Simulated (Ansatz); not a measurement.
A series of calculations on NaCl

### Relaxation

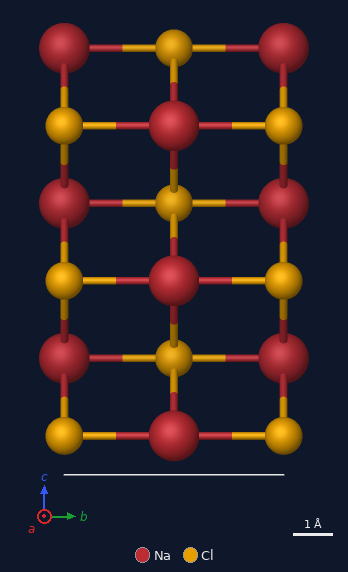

This is the input geometry for a constrained relaxation of a slab of composition NaCl. The picture is a ball-and-stick view of the cell of the calculation, outlined in the plane, without the vacuum (origin shifted), seen along the a axis.

The run prepares the start of a later molecular dynamics calculation, from a guessed geometry. 4 atoms are held fixed.

Computed with DFT PBE, scalar-relativistic, plane waves, PAW (Ansatz).

Input
```yaml
accuracy: low
crystal:
  lattice:
    - [7.957355, 0.0, 0.0]
    - [0.0, 5.6267, 0.0]
    - [0.0, 0.0, 22.946694]
  atoms:
    - { symbol: Na, position: [0.0, 0.0, 0.0435793] }
    - { symbol: Cl, position: [0.25, 0.0, 0.1302732] }
    - { symbol: Na, position: [0.75, 0.5, 0.1302732] }
    - { symbol: Cl, position: [0.5, 0.5, 0.0435793] }
    - { symbol: Na, position: [0.25, 0.5, 0.1302732] }
    - { symbol: Cl, position: [0.0, 0.5, 0.0435793] }
    - { symbol: Na, position: [0.5, 0.0, 0.0435793] }
    - { symbol: Cl, position: [0.75, 0.0, 0.1302732] }
    - { symbol: Na, position: [0.5, 0.0, 0.2169671] }
    - { symbol: Cl, position: [0.75, 0.0, 0.303661] }
    - { symbol: Na, position: [0.25, 0.5, 0.303661] }
    - { symbol: Cl, position: [0.0, 0.5, 0.2169671] }
    - { symbol: Na, position: [0.75, 0.5, 0.303661] }
    - { symbol: Cl, position: [0.5, 0.5, 0.2169671] }
    - { symbol: Na, position: [0.0, 0.0, 0.2169671] }
    - { symbol: Cl, position: [0.25, 0.0, 0.303661] }
    - { symbol: Na, position: [0.0, 0.0, 0.3903549] }
    - { symbol: Cl, position: [0.25, 0.0, 0.4770489] }
    - { symbol: Na, position: [0.75, 0.5, 0.4770489] }
    - { symbol: Cl, position: [0.5, 0.5, 0.3903549] }
    - { symbol: Na, position: [0.25, 0.5, 0.4770489] }
    - { symbol: Cl, position: [0.0, 0.5, 0.3903549] }
    - { symbol: Na, position: [0.5, 0.0, 0.3903549] }
    - { symbol: Cl, position: [0.75, 0.0, 0.4770489] }
basis:
  ecutwfc: 420.0
kpoints:
  mp_grid: { grid: [1, 2, 1] }
hamiltonian:
  xc: pbe
scf:
  occupations: { method: fermi_dirac, width: 0.05 }
  lower_state_search: "off"
relax:
  f_tol: 0.08
  max_steps: 25
  adjacent_minimum: "off"
  constraints: [{ sites: [0, 3, 5, 6] }]
output:
  write_density: true
  write_potential: true
  elf: true
  volumetric_format: npy
```

Run as
```bash
ansatz run input.yaml --threads 2 --pin off --max-ram 5120MiB --backend cpu --events-out ev --progress --plain --runs-dir out
```

Question: Predict the outcome.

Answer: The largest moves, 0.16 Å, are those of Na17 and Na23. Na17 goes along the normal (+c). By element the largest moves are Na 0.16 Å, Cl 0.12 Å. The lattice vectors keep their values. Near-neighbour distances that change, for instance: Cl20–Na21 2.813 → 2.705 Å, Cl10–Na17 2.813 → 2.900 Å, Cl4–Na5 2.813 → 2.744 Å, Cl2–Na15 2.813 → 2.877 Å. Bond angles that change, for instance: Cl18–Na21–Cl18 180.0° → 171.2°, Na21–Cl18–Na21 180.0° → 171.2°, Na19–Cl20–Na21 90.0° → 94.7°. Over 2 geometry steps the energy falls by 0.115 eV per cell of the calculation. Largest force component: 0.31 eV/Å at the start, 0.024 eV/Å at the end. Cost: 25 s on 2 threads of Arm Neoverse V2, on a shared host, peak memory 1.4 GiB.

Step by step:

```tsv
step	E − E(0), meV/atom	largest force component, eV/Å
0	0.00	0.3096
1	-3.97	0.1361
2	-4.80	0.0239
```

The end point in the same view:

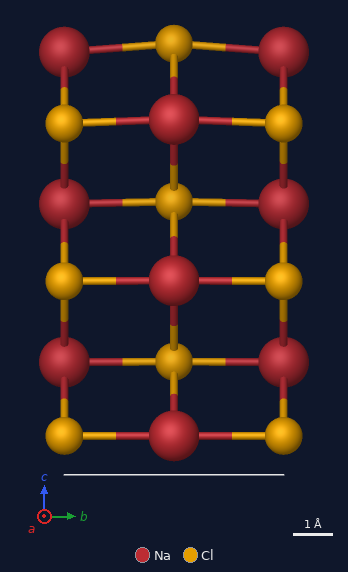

Limits of the set-up: the program's low-accuracy preset was used.

### Dynamics

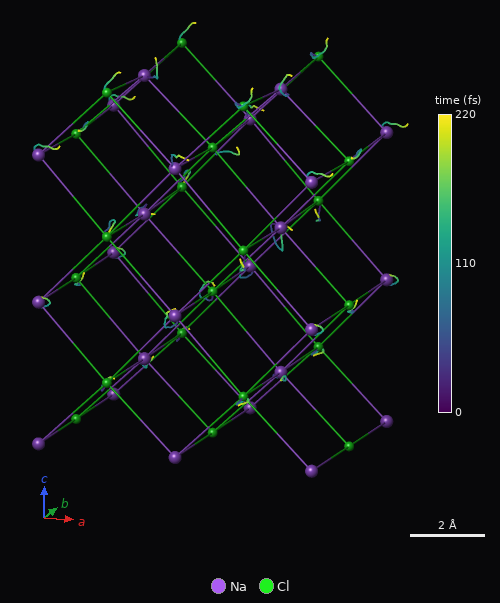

Molecular dynamics of a slab of NaCl(110) (24 atoms in the cell), 220 fs long. Lines trace each atom's path, coloured by time; spheres stand at the starting positions. Fixed atoms have no trace. Seen slightly off an axis in the simulation cell, with the vacuum cut short.

Method: Ansatz 0.2.0, DFT PBE, scalar-relativistic, plane waves, PAW. Set-up: plane-wave cutoff 420 eV; k-point mesh 1 × 2 × 1; Fermi-Dirac smearing 0.05 eV; low-accuracy preset; 4 atoms held fixed; Langevin thermostat (NVT); set temperature 700 K; time step 2 fs; friction 0.01 per fs.

**What do the traces tell about the motion?**

Root-mean-square distances from the starting positions over the second half, with the common drift of all atoms taken out: Cl 0.43 Å, Na 0.38 Å. That is small against the typical shortest distance between atoms in the first frame, about 2.8 Å: the atoms vibrate about their sites and the arrangement holds. Over the second half the temperature averages 654 K (spread ±99 K). The potential energy in the second half lies on average 68.4 meV per atom above the first frame.

Limits of the set-up: the program's low-accuracy preset was used.

The run took 10 min on 2 threads of Arm Neoverse V2, on a shared host, peak memory 1.5 GiB.

### Dynamics

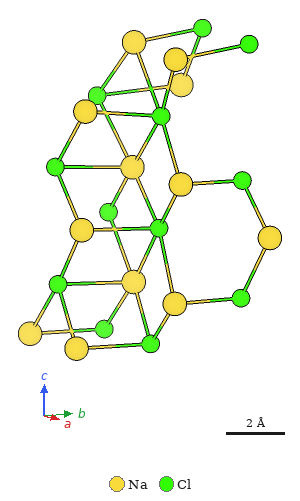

Starting frame of a dynamics run of a slab of NaCl(110) (24 atoms in the cell). It starts from the last geometry of an earlier run, with fresh velocities. Style: ball-and-stick. Shown: the simulation cell, with the vacuum cut short, slightly off an axis. Bonds to atoms that aren't drawn are left out.

These are results of Ansatz, DFT PBE, scalar-relativistic, plane waves, PAW, not measurements.

Input file:
```yaml
accuracy: low
crystal:
  lattice:
    - [7.957355, 0.0, 0.0]
    - [0.0, 5.6267, 0.0]
    - [0.0, 0.0, 22.946694]
  atoms:
    - { symbol: Na, position: [0.0, 0.0, 0.04357927] }
    - { symbol: Cl, position: [0.27222894, 0.01796623, 0.13114437] }
    - { symbol: Na, position: [0.74787068, 0.50705029, 0.11582253] }
    - { symbol: Cl, position: [0.5, 0.5, 0.04357927] }
    - { symbol: Na, position: [0.27478838, 0.52652508, 0.12754169] }
    - { symbol: Cl, position: [0.0, 0.5, 0.04357927] }
    - { symbol: Na, position: [0.5, 0.0, 0.04357927] }
    - { symbol: Cl, position: [0.74192422, -0.04274266, 0.11797971] }
    - { symbol: Na, position: [0.49161922, 0.0405819, 0.22342358] }
    - { symbol: Cl, position: [0.7476599, -0.03671373, 0.29773574] }
    - { symbol: Na, position: [0.28755645, 0.50999276, 0.30349931] }
    - { symbol: Cl, position: [0.02715721, 0.51187127, 0.22314343] }
    - { symbol: Na, position: [0.78397217, 0.52574041, 0.29960482] }
    - { symbol: Cl, position: [0.48996162, 0.56243663, 0.21906045] }
    - { symbol: Na, position: [-0.00758502, -0.00487274, 0.22068524] }
    - { symbol: Cl, position: [0.25348054, 0.01203124, 0.30946175] }
    - { symbol: Na, position: [0.08738202, -0.03523255, 0.41357744] }
    - { symbol: Cl, position: [0.30830574, -0.03060392, 0.51035298] }
    - { symbol: Na, position: [0.79433394, 0.48415395, 0.49124692] }
    - { symbol: Cl, position: [0.58289414, 0.5186901, 0.39493686] }
    - { symbol: Na, position: [0.2848321, 0.52260483, 0.49398096] }
    - { symbol: Cl, position: [0.02763341, 0.43461948, 0.40220227] }
    - { symbol: Na, position: [0.54140449, 0.03403716, 0.40688044] }
    - { symbol: Cl, position: [0.78990433, -0.01809664, 0.50760002] }
basis:
  ecutwfc: 420.0
kpoints:
  mp_grid: { grid: [1, 2, 1] }
hamiltonian:
  xc: pbe
scf:
  occupations: { method: fermi_dirac, width: 0.05 }
  lower_state_search: "off"
md:
  timestep: 2
  n_steps: 170
  ensemble: nvt_langevin
  temperature: 1050.0
  initial_velocities: maxwell_boltzmann
  seed: 208756
  friction: 0.01
  constraints: [{ sites: [0, 3, 5, 6] }]
```

Launched with:
```bash
ansatz run input.yaml --threads 2 --pin off --max-ram 5120MiB --backend cpu --events-out ev --progress --plain --runs-dir out
```

Q: Predict how the run goes.

A: The mean temperature in the second half is 958 K (standard deviation 157 K). The potential energy in the second half lies on average 41.7 meV per atom above the first frame. Root-mean-square distances from the starting positions over the second half, with the common drift of all atoms taken out: Cl 0.79 Å, Na 0.76 Å. Against the typical shortest distance between atoms in the first frame, about 2.6 Å these are wide excursions, but the first-neighbour bonds of the start all hold: the network flexes, or its layers or units shift against each other, without breaking.

Along the run (each row but the first and the last is the mean over the interval that it begins):

```tsv
time (fs)	potential energy (meV/atom)	T (K)
0.0	0.0	1050
42.0	43.7	889
84.0	28.3	1035
126.0	42.9	866
168.0	51.2	903
210.0	43.2	918
252.0	22.2	1044
294.0	44.6	1023
336.0	82.0	561
```

The paths of the atoms:

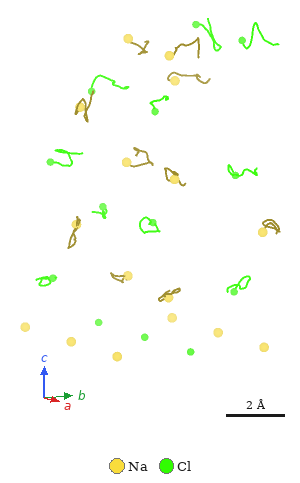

Limits of the set-up: the program's low-accuracy preset was used.

The run took 17 min on 2 threads of Arm Neoverse V2, with other jobs on the host, peak memory 1.5 GiB.
